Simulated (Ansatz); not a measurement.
## MgO: geometry relaxation (part 2 of 2)

The same run, continued: MgO (P6₃/mmc, 4 atoms in the cell); DFT, PBE, PAW with Ansatz's default frozen-core files, scalar-relativistic, no spin polarisation (Ansatz 0.2.0); cutoff 420 eV, 11×11×7 k-mesh, Fermi–Dirac smearing of 0.1 eV. The structure was built on a prototype by a generator; it need not be a known phase. Its volume is 0.70 times that of the source entry. It belongs to a series of runs on one base structure; here: NiAs relaxed under pressure, PAW files.

Geometry of the input (Å; fractional positions):
```
2.7176  0.0000  0.0000
-1.3588  2.3535  0.0000
0.0000  0.0000  4.2123
Mg 0.0000  0.0000  0.0000
Mg 0.0000  0.0000  0.5000
O  0.3333  0.6667  0.2500
O  0.6667  0.3333  0.7500
```

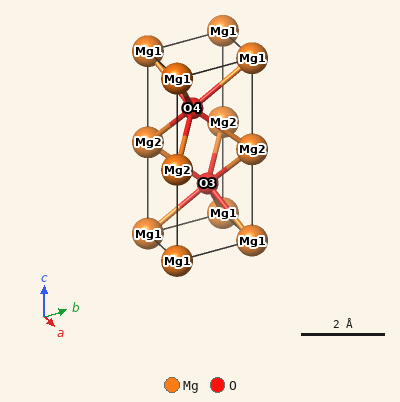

Fig. 1: The geometry at step 3 of the log (ball-and-stick view of the cell of the calculation, seen slightly off an axis; atoms are numbered from 1 in the order of the input).

The program's output, continued
```
SCF iter   1: F=—  HF=-4984.662867 eV  |F-HF|=—  |Δ(HF+E_count)|=         —  Δρ=1.35e-3  dr2=6.45e-5  ethr=3.19e-7  ⟨swp⟩=2.5  Hψ=8868  notcnv=0
preconditioner: auto → none  [insulator: Δε(μ)=8.098 eV  Ē_g=19.275 eV  σ=0.100 eV  W_gap=1.00  n_scr=10 (ndim 8)  ℏωp=28.5 eV  f_vac=0.000  D(μ)=0.00/eV (n_scr^D=0)  ε∞_Penn≈3.2]
SCF iter   2: F=—  HF=-4984.663107 eV  |F-HF|=—  |Δ(HF+E_count)|=   2.40e-4  Δρ=6.46e-4  dr2=1.30e-5  ethr=2.02e-7  ⟨swp⟩=2.0  Hψ=1664  notcnv=0
SCF iter   3: F=—  HF=-4984.663178 eV  |F-HF|=—  |Δ(HF+E_count)|=   7.05e-5  Δρ=7.93e-5  dr2=3.09e-7  ethr=4.06e-8  ⟨swp⟩=2.0  Hψ=1716  notcnv=0
SCF iter   4: F=—  HF=-4984.663179 eV  |F-HF|=—  |Δ(HF+E_count)|=   1.05e-6  Δρ=1.16e-5  dr2=8.21e-9  ethr=9.66e-10  ⟨swp⟩=2.0  Hψ=1792  notcnv=0
SCF iter   5: F=—  HF=-4984.663179 eV  |F-HF|=—  |Δ(HF+E_count)|=   2.35e-8  Δρ=1.05e-6  dr2=1.31e-10  ethr=2.57e-11  ⟨swp⟩=2.6  Hψ=2314  notcnv=0
SCF iter   6: F=-4984.663179 eV  HF=-4984.663179 eV  |F-HF|=2.73e-12  |Δ(HF+E_count)|=  6.91e-11  Δρ=1.51e-7  dr2=2.97e-12  ethr=1.00e-12  ⟨swp⟩=5.9  Hψ=5916  notcnv=0
SCF 6 converged in 6 iterations: F = -4984.663179 eV  dr2 = 2.97e-12
  greatest PAW one-centre occupation: 1.000 electrons in one spin orbital (limit 2), on the Mg atom at site 1 (counted from 0), in its partial waves of l = 1
relax step   6: F+E_penalty+E_count = -4984.66317884 eV  Δ(F+E_penalty+E_count) = -1.670e-2 eV  max|allowed force component| = 5.349e-18 eV/Å  Δτ_max = 0.0000 Å  P = +110.783 GPa  Ω = 27.151 Å³  stress off target by 2.44e0 GPa  SCF on the basis re-selected at this cell (its energy is not comparable with the rows above)  (6 SCF iters)
basis re-selected at this cell: Δ(F+E_penalty+E_count) = -1.670e-2 eV, ΔP = +0.776 GPa vs the last step (what re-selecting the basis moved, of the pressure what is left beyond the Pulay correction that the steps carried, after the strain that the cell walked since its last selection, with what the two solves' SCF thresholds leave and, on support functions, any second-order correction that the steps lacked; it is no measure of the basis error at this ecutwfc). The dense FFT grid was sized anew with the basis: this SCF ran on 18×18×32 points, the steps before it on 20×20×30, so part of this shift can come from that change (see relax.cell in the input reference). This SCF's stress stands 2.44e0 GPa from its target on what of the cell is left free (relax.cell.stress_tol is 5.50e-2 GPa) and its largest allowed force component is 5.35e-18 eV/Å (relax.f_tol is 5.00e-3 eV/Å): not within both, so this SCF does not close the relaxation
Crystal: 4 atoms, lattice volume = 27.184 Å³
iter 1 solved again at ethr=1.02e-7 eV; its pass at ethr=3.10e-3 eV (dr2=3.28e-5 eV) is discarded
SCF iter   1: F=—  HF=-4984.686418 eV  |F-HF|=—  |Δ(HF+E_count)|=         —  Δρ=4.48e-4  dr2=2.93e-5  ethr=1.02e-7  ⟨swp⟩=2.1  Hψ=6653  notcnv=0
preconditioner: auto → none  [insulator: Δε(μ)=8.041 eV  Ē_g=19.240 eV  σ=0.100 eV  W_gap=1.00  n_scr=10 (ndim 8)  ℏωp=28.5 eV  f_vac=0.000  D(μ)=0.00/eV (n_scr^D=0)  ε∞_Penn≈3.2]
SCF iter   2: F=—  HF=-4984.686458 eV  |F-HF|=—  |Δ(HF+E_count)|=   3.95e-5  Δρ=1.50e-4  dr2=1.90e-6  ethr=9.15e-8  ⟨swp⟩=2.0  Hψ=1712  notcnv=0
iter 3 did not close the SCF: its close was put off for the readings that it lacked (scf_convergence_deferred on its scf_iter line)
SCF iter   3: F=-4984.686458 eV  HF=-4984.686458 eV  |F-HF|=1.06e-7  |Δ(HF+E_count)|=   5.79e-7  Δρ=4.47e-5  dr2=1.56e-7  ethr=5.94e-9  ⟨swp⟩=2.2  Hψ=2321  notcnv=0
iter 4 did not close the SCF: its close was put off for the readings that it lacked (scf_convergence_deferred on its scf_iter line)
SCF iter   4: F=-4984.686458 eV  HF=-4984.686458 eV  |F-HF|=1.18e-9  |Δ(HF+E_count)|=   1.24e-7  Δρ=4.10e-6  dr2=1.22e-9  ethr=4.87e-10  ⟨swp⟩=2.0  Hψ=1782  notcnv=0
iter 5 did not close the SCF: its close was put off for the readings that it lacked (scf_convergence_deferred on its scf_iter line)
SCF iter   5: F=-4984.686458 eV  HF=-4984.686458 eV  |F-HF|=6.37e-12  |Δ(HF+E_count)|=   1.50e-9  Δρ=4.30e-7  dr2=1.80e-11  ethr=3.83e-12  ⟨swp⟩=2.0  Hψ=2242  notcnv=0
SCF iter   6: F=-4984.686458 eV  HF=-4984.686458 eV  |F-HF|=0.00e0  |Δ(HF+E_count)|=  1.00e-11  Δρ=4.18e-8  dr2=1.91e-13  ethr=1.00e-12  ⟨swp⟩=4.5  Hψ=5437  notcnv=0
SCF 7 converged in 6 iterations: F = -4984.686458 eV  dr2 = 1.91e-13
relax step   7: F+E_penalty+E_count = -4984.68645841 eV  Δ(F+E_penalty+E_count) = -2.328e-2 eV  max|allowed force component| = 5.204e-18 eV/Å  Δτ_max = 0.0000 Å  P = +110.062 GPa  Ω = 27.184 Å³  energy of the carried Pulay correction = -1.522e-4 eV  (6 SCF iters, dr2 threshold 4.00e-7 eV, accepted)
Crystal: 4 atoms, lattice volume = 27.187 Å³
iter 1 solved again at ethr=6.37e-10 eV; its pass at ethr=3.10e-3 eV (dr2=2.04e-7 eV) is discarded
SCF iter   1: F=—  HF=-4984.688520 eV  |F-HF|=—  |Δ(HF+E_count)|=         —  Δρ=2.97e-5  dr2=1.75e-7  ethr=6.37e-10  ⟨swp⟩=2.0  Hψ=6485  notcnv=0
preconditioner: auto → none  [insulator: Δε(μ)=8.041 eV  Ē_g=19.241 eV  σ=0.100 eV  W_gap=1.00  n_scr=10 (ndim 8)  ℏωp=28.5 eV  f_vac=0.000  D(μ)=0.00/eV (n_scr^D=0)  ε∞_Penn≈3.2]
iter 2 did not close the SCF: its close was put off for the readings that it lacked (scf_convergence_deferred on its scf_iter line)
SCF iter   2: F=-4984.688566 eV  HF=-4984.688566 eV  |F-HF|=1.65e-9  |Δ(HF+E_count)|=   4.56e-5  Δρ=5.10e-6  dr2=3.46e-9  ethr=5.47e-10  ⟨swp⟩=2.0  Hψ=1792  notcnv=0
iter 3 did not close the SCF: its close was put off for the readings that it lacked (scf_convergence_deferred on its scf_iter line)
SCF iter   3: F=-4984.688566 eV  HF=-4984.688566 eV  |F-HF|=6.37e-12  |Δ(HF+E_count)|=  8.47e-10  Δρ=2.25e-6  dr2=6.29e-10  ethr=1.08e-11  ⟨swp⟩=2.1  Hψ=1856  notcnv=0
iter 4 did not close the SCF: its close was put off for the readings that it lacked (scf_convergence_deferred on its scf_iter line)
SCF iter   4: F=-4984.688566 eV  HF=-4984.688566 eV  |F-HF|=6.37e-12  |Δ(HF+E_count)|=  9.09e-11  Δρ=3.03e-7  dr2=8.06e-12  ethr=1.97e-12  ⟨swp⟩=2.0  Hψ=1792  notcnv=0
iter 5 did not close the SCF: its close was put off for the readings that it lacked (scf_convergence_deferred on its scf_iter line)
SCF iter   5: F=-4984.688566 eV  HF=-4984.688566 eV  |F-HF|=9.09e-13  |Δ(HF+E_count)|=  9.09e-12  Δρ=6.05e-8  dr2=3.36e-13  ethr=1.00e-12  ⟨swp⟩=1.0  Hψ=1280  notcnv=0
SCF iter   6: F=-4984.688566 eV  HF=-4984.688566 eV  |F-HF|=0.00e0  |Δ(HF+E_count)|=  9.09e-13  Δρ=3.84e-9  dr2=2.16e-15  ethr=1.00e-12  ⟨swp⟩=3.4  Hψ=4689  notcnv=0
SCF 8 converged in 6 iterations: F = -4984.688566 eV  dr2 = 2.16e-15
  greatest PAW one-centre occupation: 1.000 electrons in one spin orbital (limit 2), on the Mg atom at site 0 (counted from 0), in its partial waves of l = 1
relax step   8: F+E_penalty+E_count = -4984.68856577 eV  Δ(F+E_penalty+E_count) = -2.107e-3 eV  max|allowed force component| = 5.060e-18 eV/Å  Δτ_max = 0.0000 Å  P = +110.000 GPa  Ω = 27.187 Å³  energy of the carried Pulay correction = -1.687e-4 eV  (6 SCF iters, accepted)
iter 1 solved again at ethr=6.19e-8 eV; its pass at ethr=3.10e-3 eV (dr2=1.98e-5 eV) is discarded
SCF iter   1: F=—  HF=-4984.688787 eV  |F-HF|=—  |Δ(HF+E_count)|=         —  Δρ=2.37e-5  dr2=1.80e-8  ethr=6.19e-8  ⟨swp⟩=3.8  Hψ=9703  notcnv=0
SCF iter   2: F=—  HF=-4984.688833 eV  |F-HF|=—  |Δ(HF+E_count)|=   4.62e-5  Δρ=1.21e-5  dr2=4.63e-9  ethr=5.63e-11  ⟨swp⟩=2.2  Hψ=2380  notcnv=0
SCF iter   3: F=—  HF=-4984.688833 eV  |F-HF|=—  |Δ(HF+E_count)|=   1.74e-8  Δρ=2.64e-6  dr2=1.01e-9  ethr=1.45e-11  ⟨swp⟩=2.0  Hψ=2176  notcnv=0
SCF iter   4: F=—  HF=-4984.688833 eV  |F-HF|=—  |Δ(HF+E_count)|=  3.13e-10  Δρ=8.24e-7  dr2=7.14e-11  ethr=3.16e-12  ⟨swp⟩=2.6  Hψ=2151  notcnv=0
iter 5 did not close the SCF: its close was put off for the readings that it lacked (scf_convergence_deferred on its scf_iter line)
SCF iter   5: F=-4984.688833 eV  HF=-4984.688833 eV  |F-HF|=0.00e0  |Δ(HF+E_count)|=  2.55e-11  Δρ=1.15e-7  dr2=9.88e-13  ethr=1.00e-12  ⟨swp⟩=1.9  Hψ=1891  notcnv=0
SCF iter   6: F=-4984.688833 eV  HF=-4984.688833 eV  |F-HF|=0.00e0  |Δ(HF+E_count)|=    0.00e0  Δρ=9.39e-9  dr2=1.38e-14  ethr=1.00e-12  ⟨swp⟩=4.0  Hψ=5290  notcnv=0
SCF 9 converged in 6 iterations: F = -4984.688833 eV  dr2 = 1.38e-14
relax step   9: F+E_penalty+E_count = -4984.68883299 eV  Δ(F+E_penalty+E_count) = -2.672e-4 eV  max|allowed force component| = 4.626e-18 eV/Å  Δτ_max = 0.0000 Å  P = +110.001 GPa  Ω = 27.187 Å³  stress off target by 2.58e-2 GPa  SCF on the basis re-selected at this cell (its energy is not comparable with the rows above)  (6 SCF iters)
basis re-selected at this cell: Δ(F+E_penalty+E_count) = -2.672e-4 eV, ΔP = +0.001 GPa vs the last step (what re-selecting the basis moved, of the pressure what is left beyond the Pulay correction that the steps carried, after the strain that the cell walked since its last selection, with what the two solves' SCF thresholds leave and, on support functions, any second-order correction that the steps lacked; it is no measure of the basis error at this ecutwfc). This SCF's stress stands 2.58e-2 GPa from its target on what of the cell is left free (relax.cell.stress_tol is 5.50e-2 GPa) and its largest allowed force component is 4.63e-18 eV/Å (relax.f_tol is 5.00e-3 eV/Å): within both
SCF converged after 6 iterations
Free energy (F): -4984.688833 eV
Harris-Foulkes:  -4984.688833 eV  (|F-HF|=0.00e0)
Internal energy: -4984.688833 eV  (E = F + TS)
E sigma→0 (E₀):  -4984.688833 eV
Fermi energy:    17.288557 eV
--- Per-component energies (eV) ---
  E_band       = -436.910592
  E_kinetic    = 534.518598
  E_local      = -2816.078716  (includes V_loc(G=0)·N_el)
  E_nonlocal   = 287.851281
  E_hartree    = 976.709083
  E_xc         = -217.341115
  E_vxc        = -279.088626  (∫ρ·V_xc dr)
  E_paw        = -897.899379  (= ΣΔE_a)
  E_vpaw       = -117.536475  (= ΣTr[D̂ρ^β])
  E_aug_tail   = 0.005180  (compensation charges beyond the density's cutoff)
  E_ewald      = -2852.453766
  E_smearing   = -0.000000  (= −TS)
  E_closure    = 0.000000  (closes the sum)
  Σ components = -4984.688833   (vs F -4984.688833, Δ=0.00e0)
--- Forces (eV/Å), atoms counted from 1 ---
  atom   1  Mg     0.00000000     0.00000000     0.00000000
  atom   2  Mg     0.00000000     0.00000000     0.00000000
  atom   3  O      0.00000000     0.00000000     0.00000000
  atom   4  O      0.00000000    -0.00000000    -0.00000000
  max |Σ_I F_I| component: 5.78e-19 eV/Å
--- Stress (GPa, compression-positive) ---
      109.988666      -0.000000      -0.000000
        0.000000     109.988666       0.000000
       -0.000000       0.000000     110.025785
  P = ⅓ Tr σ = 110.0010 GPa (1100.010 kbar)
--- Band table (eV; the first three rows and the last of 64) ---
  k-point 0: bands = ["-58.8677", "-58.7978", "-25.9436", "-25.4930", "-25.4930", "-25.4391", "-25.4391", "-25.4098", "-6.3216", "-4.2424", "6.4383", "12.2752", "12.2752", "12.3243", "13.1529", "13.1529", "21.1941", "23.8802", "27.3891", "28.7983"]
  k-point 1: bands = ["-58.8642", "-58.8012", "-25.9179", "-25.4904", "-25.4904", "-25.4418", "-25.4418", "-25.4370", "-6.2370", "-4.3728", "6.6984", "11.9339", "12.3160", "12.3160", "13.1060", "13.1060", "21.5565", "23.9205", "27.3190", "28.5705"]
  k-point 2: bands = ["-58.8546", "-58.8110", "-25.8456", "-25.5128", "-25.4829", "-25.4829", "-25.4493", "-25.4493", "-5.9927", "-4.7162", "7.4229", "10.9548", "12.4304", "12.4304", "12.9767", "12.9767", "22.4206", "23.9867", "27.1581", "27.9901"]
  k-point 63: bands = ["-58.8012", "-58.7866", "-25.6846", "-25.6625", "-25.6569", "-25.6277", "-25.6085", "-25.5544", "-3.5641", "-3.5478", "7.9245", "8.0110", "9.2624", "9.5867", "11.1480", "11.2410", "24.6503", "24.7771", "27.6860", "27.7188"]
--- Relaxed structure (7 steps of the walk, 7 accepted, 2 SCFs on fresh bases) ---
  F+E_penalty+E_count = -4984.68883299 eV   max|allowed force component| = 4.626e-18 eV/Å   (the final SCF, on the basis selected at the relaxed cell)
  cell:  # Å, volume = 27.1869 Å³
    - [2.609279988310191, 1.1184567069781771e-32, -2.754094963806451e-18]
    - [-1.3046399941550955, 2.259702755462988, 1.377047481903226e-18]
    - [-4.2688471938609544e-18, 1.0824588574880997e-33, 4.6109219009350815]
  atoms:
    - { symbol: Mg, position: [-2.5695336367413226e-34, -5.981552423337066e-34, 1.1906655122949877e-37] }
    - { symbol: Mg, position: [-2.8888949165808538e-34, -5.805741931268374e-34, 0.5000000000000001] }
    - { symbol: O, position: [0.3333333333333333, 0.6666666666666666, 0.25000000000000006] }
    - { symbol: O, position: [0.6666666666666666, 0.3333333333333333, 0.7500000000000001] }
```

File rho_z.tsv
```
# z_ang	rho[e/angstrom^3]
# format = ansatz-planar-average/11
# lattice	2.609279988	0.000000000	-0.000000000
# lattice	-1.304639994	2.259702755	0.000000000
# lattice	-0.000000000	0.000000000	4.610921901
# sites	4
# site	12	0.000000000	-0.000000000	0.000000000
# site	12	-0.000000000	-0.000000000	2.305460950
# site	8	-0.000000000	1.506468504	1.152730475
# site	8	1.304639994	0.753234252	3.458191426
0.000000	2.298461e0
0.144091	1.991830e0
0.288183	1.324368e0
0.432274	7.772091e-1
0.576365	6.038816e-1
0.720457	7.363920e-1
0.864548	9.878715e-1
1.008639	1.202718e0
1.152730	1.285595e0
1.296822	1.202718e0
1.440913	9.878715e-1
1.585004	7.363920e-1
1.729096	6.038816e-1
1.873187	7.772091e-1
2.017278	1.324368e0
2.161370	1.991830e0
2.305461	2.298461e0
2.449552	1.991830e0
2.593644	1.324368e0
2.737735	7.772091e-1
2.881826	6.038816e-1
3.025917	7.363920e-1
3.170009	9.878715e-1
3.314100	1.202718e0
3.458191	1.285595e0
3.602283	1.202718e0
3.746374	9.878715e-1
3.890465	7.363920e-1
4.034557	6.038816e-1
4.178648	7.772091e-1
4.322739	1.324368e0
4.466831	1.991830e0
```

File v_z.tsv
```
# z_ang	v_es[eV]	v_tot[eV]
# format = ansatz-planar-average/11
# xc	pbe
# density_cutoff_ev	1680
# datasets	Mg=:simpson_from_first_knot:soft	O=:simpson_from_first_knot:soft
# lattice	2.609279988	0.000000000	-0.000000000
# lattice	-1.304639994	2.259702755	0.000000000
# lattice	-0.000000000	0.000000000	4.610921901
# sites	4
# site	12	0.000000000	-0.000000000	0.000000000
# site	12	-0.000000000	-0.000000000	2.305460950
# site	8	-0.000000000	1.506468504	1.152730475
# site	8	1.304639994	0.753234252	3.458191426
0.000000	-2.500541e0	-1.340656e1
0.144091	-1.393488e0	-1.235890e1
0.288183	1.536741e0	-9.626181e0
0.432274	5.134756e0	-6.342936e0
0.576365	7.072053e0	-4.874402e0
0.720457	7.145289e0	-5.419282e0
0.864548	6.410385e0	-6.836357e0
1.008639	5.525125e0	-8.253241e0
1.152730	5.191898e0	-8.761919e0
1.296822	5.525125e0	-8.253241e0
1.440913	6.410385e0	-6.836357e0
1.585004	7.145289e0	-5.419282e0
1.729096	7.072053e0	-4.874402e0
1.873187	5.134756e0	-6.342936e0
2.017278	1.536741e0	-9.626181e0
2.161370	-1.393488e0	-1.235890e1
2.305461	-2.500541e0	-1.340656e1
2.449552	-1.393488e0	-1.235890e1
2.593644	1.536741e0	-9.626181e0
2.737735	5.134756e0	-6.342936e0
2.881826	7.072053e0	-4.874402e0
3.025917	7.145289e0	-5.419282e0
3.170009	6.410385e0	-6.836357e0
3.314100	5.525125e0	-8.253241e0
3.458191	5.191898e0	-8.761919e0
3.602283	5.525125e0	-8.253241e0
3.746374	6.410385e0	-6.836357e0
3.890465	7.145289e0	-5.419282e0
4.034557	7.072053e0	-4.874402e0
4.178648	5.134756e0	-6.342936e0
4.322739	1.536741e0	-9.626181e0
4.466831	-1.393488e0	-1.235890e1
```

Trajectory as extended XYZ (Å, eV, eV/Å), 9 frames, from step=1 to step=9
```
4
Lattice="2.7176 0.0000 0.0000 -1.3588 2.3535 0.0000 0.0000 0.0000 4.2123" Properties=species:S:1:pos:R:3:forces:R:3 step=1 energy=-4983.85209 pressure_GPa=118.04
Mg    0.0000    0.0000    0.0000    0.0000   0.0000   0.0000
Mg    0.0000    0.0000    2.1062    0.0000   0.0000   0.0000
O     0.0000    1.5690    1.0531    0.0000   0.0000   0.0000
O     1.3588    0.7845    3.1592    0.0000   0.0000   0.0000
4
Lattice="2.6612 0.0000 0.0000 -1.3306 2.3046 0.0000 0.0000 0.0000 4.3905" Properties=species:S:1:pos:R:3:forces:R:3 step=2 energy=-4984.31657 pressure_GPa=116.61
Mg    0.0000    0.0000    0.0000    0.0000   0.0000   0.0000
Mg    0.0000    0.0000    2.1952    0.0000   0.0000   0.0000
O     0.0000    1.5364    1.0976    0.0000   0.0000   0.0000
O     1.3306    0.7682    3.2929    0.0000   0.0000   0.0000
4
Lattice="2.6062 0.0000 0.0000 -1.3031 2.2570 0.0000 0.0000 0.0000 4.5831" Properties=species:S:1:pos:R:3:forces:R:3 step=3 energy=-4984.51343 pressure_GPa=113.96
Mg    0.0000    0.0000    0.0000    0.0000   0.0000   0.0000
Mg    0.0000    0.0000    2.2916    0.0000   0.0000   0.0000
O     0.0000    1.5047    1.1458    0.0000   0.0000   0.0000
O     1.3031    0.7523    3.4374    0.0000   0.0000   0.0000
4
Lattice="2.6090 0.0000 0.0000 -1.3045 2.2595 0.0000 0.0000 0.0000 4.5945" Properties=species:S:1:pos:R:3:forces:R:3 step=4 energy=-4984.60162 pressure_GPa=111.33
Mg    0.0000    0.0000    0.0000    0.0000   0.0000   0.0000
Mg    0.0000    0.0000    2.2972    0.0000   0.0000   0.0000
O     0.0000    1.5063    1.1486    0.0000   0.0000   0.0000
O     1.3045    0.7532    3.4459    0.0000   0.0000   0.0000
4
Lattice="2.6111 0.0000 0.0000 -1.3055 2.2613 0.0000 0.0000 0.0000 4.5983" Properties=species:S:1:pos:R:3:forces:R:3 step=5 energy=-4984.64648 pressure_GPa=110.01
Mg    0.0000    0.0000    0.0000    0.0000   0.0000   0.0000
Mg    0.0000    0.0000    2.2992    0.0000   0.0000   0.0000
O     0.0000    1.5075    1.1496    0.0000   0.0000   0.0000
O     1.3055    0.7538    3.4487    0.0000   0.0000   0.0000
4
Lattice="2.6111 0.0000 0.0000 -1.3055 2.2613 0.0000 0.0000 0.0000 4.5983" Properties=species:S:1:pos:R:3:forces:R:3 step=6 energy=-4984.66318 pressure_GPa=110.78
Mg    0.0000    0.0000    0.0000    0.0000   0.0000   0.0000
Mg    0.0000    0.0000    2.2992    0.0000   0.0000   0.0000
O     0.0000    1.5075    1.1496    0.0000   0.0000   0.0000
O     1.3055    0.7538    3.4487    0.0000   0.0000   0.0000
4
Lattice="2.6092 0.0000 0.0000 -1.3046 2.2597 0.0000 0.0000 0.0000 4.6105" Properties=species:S:1:pos:R:3:forces:R:3 step=7 energy=-4984.68646 pressure_GPa=110.06
Mg    0.0000    0.0000    0.0000    0.0000   0.0000   0.0000
Mg    0.0000    0.0000    2.3053    0.0000   0.0000   0.0000
O     0.0000    1.5064    1.1526    0.0000   0.0000   0.0000
O     1.3046    0.7532    3.4579    0.0000   0.0000   0.0000
4
Lattice="2.6093 0.0000 0.0000 -1.3046 2.2597 0.0000 0.0000 0.0000 4.6109" Properties=species:S:1:pos:R:3:forces:R:3 step=8 energy=-4984.68857 pressure_GPa=110.00
Mg    0.0000    0.0000    0.0000    0.0000   0.0000   0.0000
Mg    0.0000    0.0000    2.3055    0.0000   0.0000   0.0000
O     0.0000    1.5065    1.1527    0.0000   0.0000   0.0000
O     1.3046    0.7532    3.4582    0.0000   0.0000   0.0000
4
Lattice="2.6093 0.0000 0.0000 -1.3046 2.2597 0.0000 0.0000 0.0000 4.6109" Properties=species:S:1:pos:R:3:forces:R:3 step=9 energy=-4984.68883 pressure_GPa=110.00
Mg    0.0000    0.0000    0.0000    0.0000   0.0000   0.0000
Mg    0.0000    0.0000    2.3055    0.0000   0.0000   0.0000
O     0.0000    1.5065    1.1527    0.0000   0.0000   0.0000
O     1.3046    0.7532    3.4582    0.0000   0.0000   0.0000
```

Key numbers

```csv
quantity,value
outcome,converged
space group (tolerance 0.01 Å),P6₃/mmc (194)
electrons treated,32
free energy,−4984.6888 eV
Fermi energy,17.289 eV
gap on the k-point mesh,8.04 eV
pressure,110.00 GPa
final volume,27.19 Å³
largest force (length of the vector) at the end,under 0.001 eV/Å
final cell,"a = 2.609 Å, b = 2.609 Å, c = 4.611 Å, α = 90.00°, β = 90.00°, γ = 120.00°"
hardware,"1 thread of Intel Xeon @ 2.50GHz (Skylake/Cascade Lake), 64 GiB of memory available, shared host"
wall time,23 s
peak memory,0.37 GiB
```

Notes

The cell was relaxed to the target pressure of the input; what is minimised is then the enthalpy E + pV.
